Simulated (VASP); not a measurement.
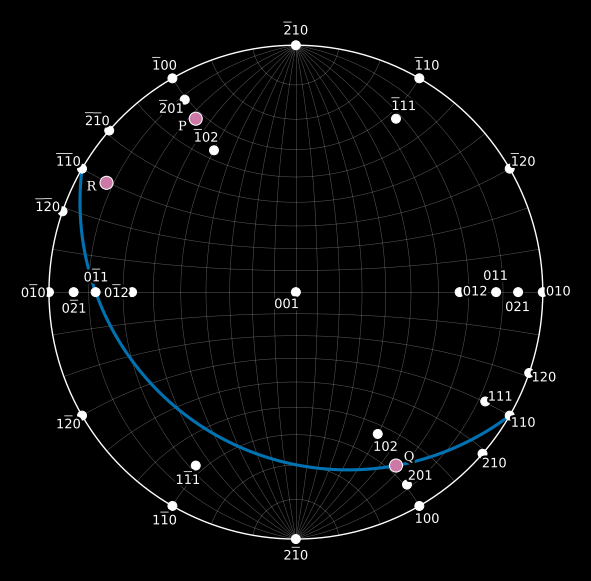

Stereographic projection of plane normals (upper hemisphere) centred on (0 0 1). Crystal: BN, the geometry relaxed with VASP, VASP Kohn-Sham DFT of a periodic cell, PBEsol, VASP PAW PBE potentials, recommended. Geometry calculated from the standardised cell; symmetry tolerance 0.002 Å.

a = 2.505 Å, b = 2.505 Å, c = 10.278 Å, α = 90.00°, β = 90.00°, γ = 120.00°.

### Index the poles marked P, Q, R.

P is (−1 0 1), in four indices (−1 0 1 1), 78.1° from the centre; Q is (1 0 1), in four indices (1 0 −1 1), 78.1° from the centre; R is (−1 −1 1), in four indices (−1 −1 2 1), 83.1° from the centre.

### Which zone does the coloured great circle trace?

The zone [1 −1 −1]: its poles satisfy h − k − l = 0.

### What is the angle between the normals of (2 −1 0) and (−1 −1 0), and what are their d_hkl = 1/|g|?

120.0°; d = 1.253 Å and 1.253 Å.
